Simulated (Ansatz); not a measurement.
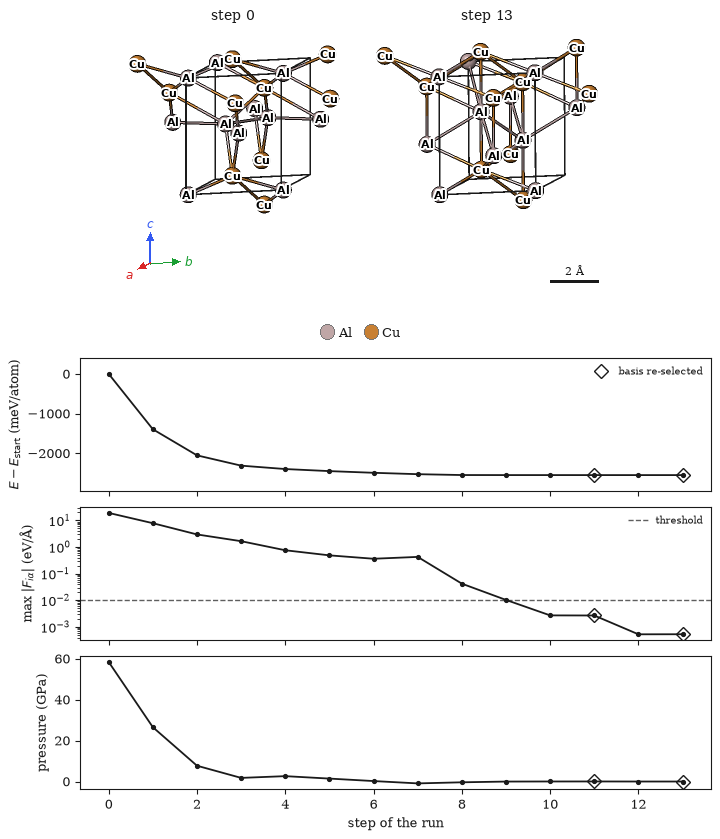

First and last geometry of a relaxation of crystalline Al3Cu2 (set up in P1), with the history of the run. A ball-and-stick model of the cell of the calculation, seen slightly off an axis.

Case: all atoms moved at random, sigma 0.4 Å for each component, cell strained at random, sigma 0.01; relaxed back.

Level of theory: DFT PBEsol, scalar-relativistic, plane waves, PAW (Ansatz).

Input
```yaml
crystal:
  lattice:
    - [4.0774712349, -0.0002599847, -0.0030832833]
    - [-2.0389607708, 3.5201061213, 0.0258603554]
    - [-0.003747934, 0.0341341013, 4.9320490967]
  atoms:
    - { symbol: Al, position: [-0.0628719327, 0.0041344527, -0.0085636054] }
    - { symbol: Al, position: [0.1226262285, 0.592079717, 0.5205676722] }
    - { symbol: Al, position: [0.6623494592, 0.3124605097, 0.5492865933] }
    - { symbol: Cu, position: [0.4041004304, 0.6414761689, 0.8112130138] }
    - { symbol: Cu, position: [0.8737958147, 0.4498491517, 0.1274963261] }
basis:
  ecutwfc: 420
kpoints:
  mp_grid: { grid: [12, 12, 8] }
hamiltonian:
  xc: pbesol
scf:
  occupations: { method: gaussian, width: 0.15 }
output:
  forces: true
  stress: true
  eigenvalues: true
relax:
  adjacent_minimum: "off"
  f_tol: 0.01
  max_steps: 80
  cell: { stress_tol: 0.1 }
```

Command:
```bash
ansatz run input.yaml --threads 2 --pin off --max-ram 5120MiB --backend cpu --events-out ev --progress --plain --runs-dir out
```

Q: Read the history and describe the run.

A: It converged. The largest move relative to the cell is that of Al2, 1.13 Å along [3 1 −2]. By element the largest moves are Al 1.13 Å, Cu 0.75 Å. The drawn cell changes as follows: a 4.077 → 4.099 Å (+0.5 %), b 4.068 → 4.099 Å (+0.7 %), c 4.932 → 4.983 Å (+1.0 %), α 89.3° → 90.0°; the volume changes by +2.4 %. Near-neighbour distances that change, for instance: Al2–Cu5 3.911 → 2.556 Å, Al2–Cu5 (another image) 3.801 → 2.556 Å, Al2–Al3 1.641 → 2.791 Å, Al2–Cu4 3.655 → 2.537 Å. New bonds form, among them: Al1–Cu4 (3.07 → 2.49 Å), Al1–Cu5 (3.38 → 2.49 Å), Al2–Cu4 (3.66 → 2.54 Å), Al2–Cu5 (3.80 → 2.56 Å). Among the angles between lasting bonds that change: Al3–Al2–Cu4 117.5° → 58.0°, Cu4–Al2–Cu5 162.6° → 112.2°, Al2–Al3–Al2 142.2° → 94.5°. The space group (tolerance 0.01 Å) goes from P1 (No. 1) to P-3m1 (No. 164). After 11 accepted moves (13 points after the start) the energy has fallen by 2549 meV per atom. The largest force component goes from 19 to 0.00053 eV/Å. The pressure goes from 58.39 to −0.01 GPa. At 2 points the geometry stayed and the basis and grid were re-selected for the new cell (energy shift of 0.2 meV per atom at most each time).
